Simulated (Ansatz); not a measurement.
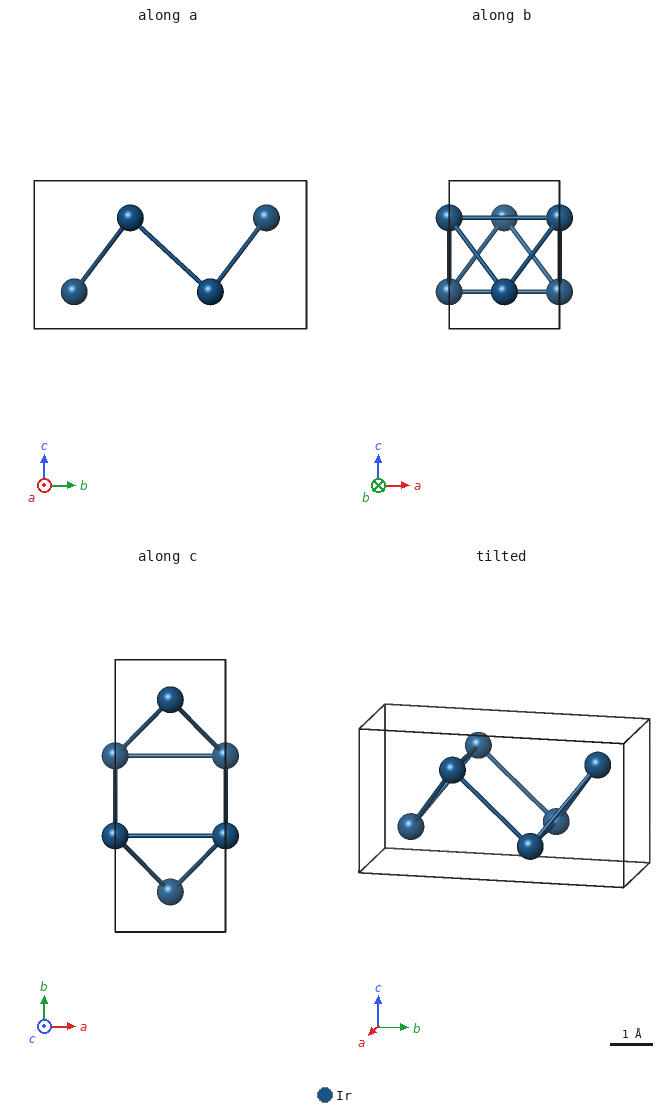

Crystal structure, ball-and-stick style, seen along the a axis, along the b axis, along the c axis and slightly off an axis. Lines trace the edges of the conventional unit cell.

Lattice parameters: a = 2.6922 Å, b = 6.6386 Å, c = 3.6059 Å, α = 90.000°, β = 90.000°, γ = 90.000°.

Transcribe the picture into a CIF with its space group and independent sites, with free fractional coordinates to two decimals.

```cif
data_structure
_symmetry_space_group_name_H-M 'C m c m'
_symmetry_Int_Tables_number 63
_cell_length_a 2.6922
_cell_length_b 6.6386
_cell_length_c 3.6059
_cell_angle_alpha 90.000
_cell_angle_beta 90.000
_cell_angle_gamma 90.000
_cell_volume 64.45
loop_
_atom_site_label
_atom_site_type_symbol
_atom_site_symmetry_multiplicity
_atom_site_Wyckoff_symbol
_atom_site_fract_x
_atom_site_fract_y
_atom_site_fract_z
_atom_site_occupancy
Ir1 Ir 4 c 0.50 0.15 0.25 1
```

Provenance: a structure type filled with this element by a generator (whether the element takes this form wasn't checked). Earlier steps of the study may have refined or changed the cell and positions. It went into a calculation with Ansatz.

At this level of theory the cell isn't at rest (stretched, at -11 GPa), so its distances can differ from those at equilibrium, the more so the softer the solid.
